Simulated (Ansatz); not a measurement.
**Fe3Co: a failed or faulty run and its cure**

System: Fe3Co (P4/mmm, 4 atoms in the cell).
Method of the first run: DFT r2SCAN, scalar-relativistic, plane waves, PAW, spin-polarised (Ansatz 0.2.0).

The structure derives from a Materials Project entry. The run did not end well. Text and figures count atoms from 1; the logs count them from 0 in places.

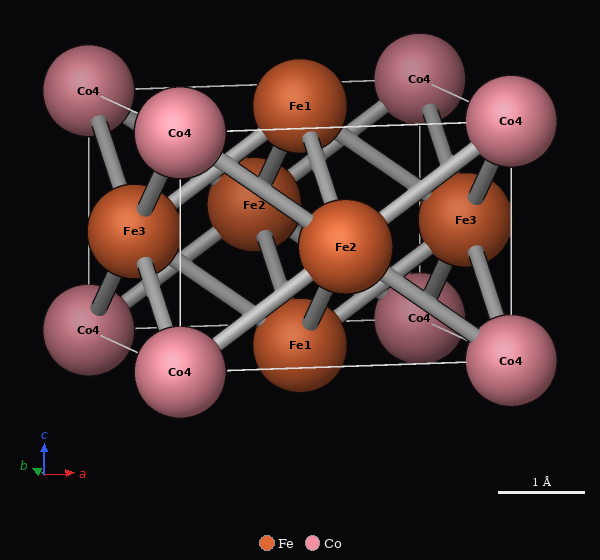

Fig. 1: The structure (ball-and-stick view of the cell of the calculation, seen slightly off an axis; atoms are numbered from 1 in the order of the input). An atom can appear more than once, as a periodic image. Near neighbours in the periodic cell (some may lie outside the picture): Fe has 8 Fe at 2.46 Å; Fe has 4 Co at 2.46 Å and 4 Fe at 2.46 Å; Co has 8 Fe at 2.46 Å.

## Input, the first run
```yaml
crystal:
  lattice:
    - [4.023579445, 0.0, 0.0]
    - [0.0, 4.023579445, 0.0]
    - [0.0, 0.0, 2.82770517]
  atoms:
    - { symbol: Fe, position: [0.5, 0.5, 0.0], spin: 2.96 }
    - { symbol: Fe, position: [0.5, 0.0, 0.5], spin: 3.16 }
    - { symbol: Fe, position: [0.0, 0.5, 0.5], spin: 3.16 }
    - { symbol: Co, position: [0.0, 0.0, 0.0], spin: 2.11 }
basis:
  ecutwfc: 500
kpoints:
  mp_grid: { grid: [10, 10, 14] }
hamiltonian:
  xc: r2scan
scf:
  occupations: { method: gaussian, width: 0.1 }
  max_iter: 2
output:
  forces: true
  stress: true
  eigenvalues: true
  populations: true
magnetization:
  spin_polarized: true
```

Command:
```bash
ansatz run input.yaml --threads 1 --pin off --max-ram 2560MiB --backend cpu --events-out ev --progress --plain --runs-dir out
```

Hardware: 1 thread of Intel Xeon @ 2.50GHz (Skylake/Cascade Lake), 189 GiB of memory available, shared host.

## Output, shortened to warnings, some set-up lines, iterations and results (the first run)
```
Error: did not converge after 2 iterations: onsite_residual = 4.53e-1 (threshold 1.00e-7), under the density mixer `broyden`, which `scf.mixing.algorithm: auto` chose by the deck's other keys (type `scf.mixing.algorithm: broyden` to keep it); raise `scf.max_iter`, which need not help a stalled SCF, or adjust the mixing (`scf.mixing`) or, under a smearing, its width (`scf.occupations.width`, in …
Basis set: ecut = 500 eV, 1163 PW (Γ), exchange–correlation on 120×120×96 points (64 copies of the dense FFT grid, shifted against one another)
Symmetry: 16 space group operations
k-points: 168 of 1400
Initial density: superposition of atomic densities (chi_scale 0.1, normalization cell)
[...]
SCF iter   1: F=—  HF=-18588.310019 eV  |F-HF|=—  |Δ(HF+E_count)|=         —  Δρ=9.08e-2 (↑3.39e-2 ↓9.08e-2)  dr2=4.25e0  dr2_τ=2.69e-2  dr2_m=4.82e-1  M=10.395 μB …
SCF iter   2: F=—  HF=-18587.822296 eV  |F-HF|=—  |Δ(HF+E_count)|=   4.88e-1  Δρ=2.78e-2 (↑1.25e-2 ↓2.78e-2)  dr2=3.07e-1  dr2_τ=2.38e-2  dr2_m=8.87e-2  M=10.150 μB …
Error: did not converge after 2 iterations: onsite_residual = 4.53e-1 (threshold 1.00e-7), under the density mixer `broyden`, which `scf.mixing.algorithm: auto` chose by the deck's other keys (type `scf.mixing.algorithm: broyden` to keep it); raise `scf.max_iter`, which need not help a stalled SCF, …
```

> What should be changed in this input?

The run did not converge: “did not converge after 2 iterations: onsite_residual = 4.53e-1 (threshold 1.00e-7), under the density mixer `broyden`, which `scf.mixing.algorithm: auto` chose by the deck's other keys (type `scf.mixing.algorithm: broyden` to keep it) …” Its last values are not results. The electronic state found may not be the lowest one.

A run of the same system that converges differs from this input as follows (lines with − go, lines with + come):
```diff
-  mp_grid: { grid: [10, 10, 14] }
+  mp_grid: { grid: [1, 1, 1] }
-  max_iter: 2
```

## Output, shortened to warnings, some set-up lines, iterations and results (the second run)
```
Basis set: ecut = 500 eV, 1163 PW (Γ), exchange–correlation on 120×120×96 points (64 copies of the dense FFT grid, shifted against one another)
Symmetry: 16 space group operations
k-points: 1
Initial density: superposition of atomic densities (chi_scale 0.1, normalization cell)
[...]
SCF iter   1: F=—  HF=-18587.877245 eV  |F-HF|=—  |Δ(HF+E_count)|=         —  Δρ=1.43e-1 (↑4.92e-2 ↓1.43e-1)  dr2=3.27e0  dr2_τ=4.45e-2  dr2_m=3.72e0  M=12.611 μB ∫|m|=12.780 …
SCF iter   2: F=—  HF=-18588.072494 eV  |F-HF|=—  |Δ(HF+E_count)|=   1.95e-1  Δρ=4.66e-2 (↑1.71e-2 ↓4.66e-2)  dr2=8.50e-1  dr2_τ=2.74e-2  dr2_m=2.67e-1  M=13.000 μB …
SCF iter   3: F=—  HF=-18588.771781 eV  |F-HF|=—  |Δ(HF+E_count)|=   6.99e-1  Δρ=1.61e-2 (↑1.61e-2 ↓1.29e-2)  dr2=2.25e-1  dr2_τ=3.04e-3  dr2_m=1.57e-2  M=13.000 μB …
SCF iter   4: F=—  HF=-18589.738033 eV  |F-HF|=—  |Δ(HF+E_count)|=         —  Δρ=1.21e-2 (↑9.36e-3 ↓1.21e-2)  dr2=1.22e-1  dr2_τ=1.29e-3  dr2_m=8.45e-3  M=13.000 μB …
SCF iter   5: F=—  HF=-18589.891645 eV  |F-HF|=—  |Δ(HF+E_count)|=   1.54e-1  Δρ=8.32e-3 (↑7.49e-3 ↓8.32e-3)  dr2=7.86e-2  dr2_τ=8.34e-4  dr2_m=6.59e-4  M=13.000 μB …
[... 19 lines ...]
SCF iter  25: F=—  HF=-18590.137788 eV  |F-HF|=—  |Δ(HF+E_count)|=   2.84e-7  Δρ=2.54e-5 (↑1.96e-5 ↓2.54e-5)  dr2=2.82e-7  dr2_τ=7.73e-9  dr2_m=2.19e-8  M=13.000 μB …
SCF iter  26: F=—  HF=-18590.137789 eV  |F-HF|=—  |Δ(HF+E_count)|=   2.08e-7  Δρ=1.38e-5 (↑1.24e-5 ↓1.38e-5)  dr2=9.12e-8  dr2_τ=2.15e-9  dr2_m=9.19e-10  M=13.000 μB …
SCF iter  27: F=—  HF=-18590.137789 eV  |F-HF|=—  |Δ(HF+E_count)|=   1.76e-7  Δρ=7.87e-6 (↑4.46e-6 ↓7.87e-6)  dr2=2.19e-8  dr2_τ=5.51e-10  dr2_m=5.10e-9  M=13.000 μB …
SCF iter  28: F=-18590.137789 eV  HF=-18590.137789 eV  |F-HF|=4.66e-8  |Δ(HF+E_count)|=   4.10e-8  Δρ=1.10e-5 (↑2.07e-6 ↓1.10e-5)  dr2=6.55e-8  dr2_τ=4.00e-10  dr2_m=1.03e-8  …
SCF 1 converged in 28 iterations: F = -18590.137789 eV  dr2 = 6.55e-8
this state was not tested for a lower state beside it, because the mixer in use, unlike msr1, does not test its closes by its own steps (another_mixer; see scf.mixing.algorithm and scf.lower_state_search)
SCF converged after 28 iterations
Magnetization: 13.0000 μB (39.0000 up, 26.0000 down)
Absolute magnetization: 13.4827 μB (∫|ρ↑−ρ↓|, with the PAW one-centre terms)
Spin contamination: 0.1097 ħ² per cell (⟨S²⟩ above its minimum at these occupations)
Per-site moments (μB) at R_I (Å): [(3.519134813234101, 1.014303615357774), (3.5365766905972595, 1.014303615357774), (3.536576690597254, 1.014303615357774), (2.509677672684231, 1.014303615357774)]
Free energy (F): -18590.137789 eV
Harris-Foulkes:  -18590.137789 eV  (|F-HF|=4.66e-8)
Internal energy: -18590.123949 eV  (E = F + TS)
E sigma→0 (E₀):  -18590.130869 eV
Entropy (-TS):   -0.013840 eV (-3.460 meV/atom)
Fermi energy:    18.447917 eV
--- Per-component energies (eV) ---
  E_band       = -1025.842513
  E_kinetic    = 1480.858758
  E_local      = -9093.062591  (includes V_loc(G=0)·N_el)
  E_nonlocal   = 1125.884148
  E_hartree    = 3800.604499
  E_xc         = -496.958355
  E_vxc        = -731.481862  (∫ρ·V_xc dr)
  E_paw        = -5655.738366  (= ΣΔE_a)
  E_vpaw       = -1458.884697  (= ΣTr[D̂ρ^β])
  E_aug_tail   = 0.000823  (compensation charges beyond the density's cutoff)
  E_vtau       = 49.636087  (kinetic-family band-sum trace: ∫τ·v_τ [+ j·A + Jᵃ·Aᵃ] dr)
  E_ewald      = -9750.549235
  E_core_change = -1.163631  (= ΣΔE_core)
  E_smearing   = -0.013840  (= −TS)
  E_closure    = -0.000000  (closes the sum)
  Σ components = -18590.137789   (vs F -18590.137789, Δ=0.00e0)
--- Forces (eV/Å), atoms counted from 1 ---
  atom   1  Fe     0.00000000     0.00000000     0.00000000
  atom   2  Fe     0.00000000     0.00000000     0.00000000
  atom   3  Fe     0.00000000     0.00000000     0.00000000
  atom   4  Co     0.00000000     0.00000000     0.00000000
  max |Σ_I F_I| component: 8.56e-24 eV/Å
--- Stress (GPa, compression-positive) ---
       54.701701       0.000000       0.000000
        0.000000      54.701701       0.000000
        0.000000       0.000000     -48.561470
  P = ⅓ Tr σ = 20.2806 GPa (202.806 kbar)
--- Löwdin populations: 4 sites ---
  site symbol       q [e]    m [muB]
     0     Fe     15.0009     3.5073
     1     Fe     14.9829     3.5291
     2     Fe     14.9829     3.5291
     3     Co     16.0097     2.4525
  spilling = 0.061900 (of n_electrons = 65.000000)
```

## The two runs side by side

```csv
quantity,the first run,the second run
outcome,not converged,converged
free energy per atom (eV),–,−4647.5344
gap on the mesh (eV),–,0.29
net moment of the cell (μB),–,13.00
absolute moment of the cell (μB),–,13.48
pressure (GPa),–,20.28
volume per atom (Å³),–,11.44
largest force (eV/Å),–,0.000
irreducible k-points,–,1
plane waves at Γ,–,1163
wall time (shared host),1.9 min,19 s
```

Notes on the second run: The electronic state found may not be the lowest one. The program warns: the state was not tested for a lower one. So coarse a mesh can miss the band edges, so the true gap of this method can be much smaller, or zero. The k-point mesh is coarse for a cell of this size, so the results may not be converged.
